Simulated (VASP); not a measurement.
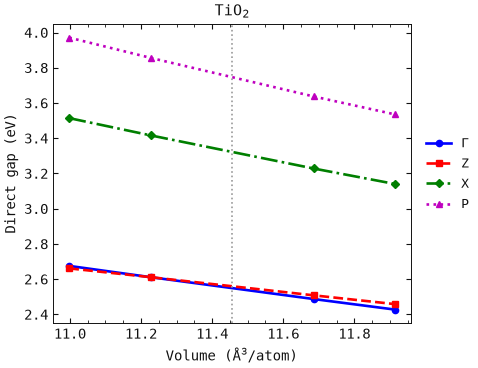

Direct gap at each named k point. In reduced coordinates of the cell that was run, Z is (0.5, 0.5, −0.5), X is (−0.5, 0.5, 0) and P is (−0.25, 0.75, −0.25). One run is left out (dotted line).

System: anatase TiO2, space group I4_1/amd, 6 atoms in the primitive cell. The cell is scaled at fixed shape and fractional positions. At 11.46 Å³/atom, a = 3.792 Å, c = 9.562 Å (tetragonal axes). Level of theory: PBE with D3(BJ) dispersion, VASP PAW PBE potentials, release 64 (Ti_sv, O), no spin polarisation, no spin-orbit coupling, 8×8×8 k mesh, 520 eV cutoff, Gaussian smearing of 0.02 eV; code VASP 6.6.1.

```csv
volume,Γ (eV),Z (eV),X (eV),P (eV),pressure (GPa)
11.00 Å³/atom,2.68,2.66,3.51,3.97,9.9
11.23 Å³/atom,2.61,2.61,3.42,3.86,4.8
11.69 Å³/atom,2.49,2.51,3.23,3.64,−3.7
11.91 Å³/atom,2.43,2.46,3.14,3.53,−7.4
```

Question: Estimate the values at 11.46 Å³/atom.

Answer: Fits through the other points against the logarithm of the volume give 2.55 eV at Γ, 2.56 eV at Z, 3.32 eV at X and 3.75 eV at P (straight lines). The run itself gives 2.55, 2.56, 3.32 and 3.74 eV, within 0.01 eV of the estimates.

Question: What are the deformation potentials dE/d ln V?

Answer: Straight lines against ln V have slopes of −3.1 eV at Γ, −2.5 eV at Z, −4.7 eV at X and −5.5 eV at P.

The smallest gap over all k points computed is 2.20, 2.16, 2.11, 2.07 and 2.02 eV in turn; it lies up to 0.46 eV under the lowest value plotted. LDA, GGA and most meta-GGA functionals understate gaps.
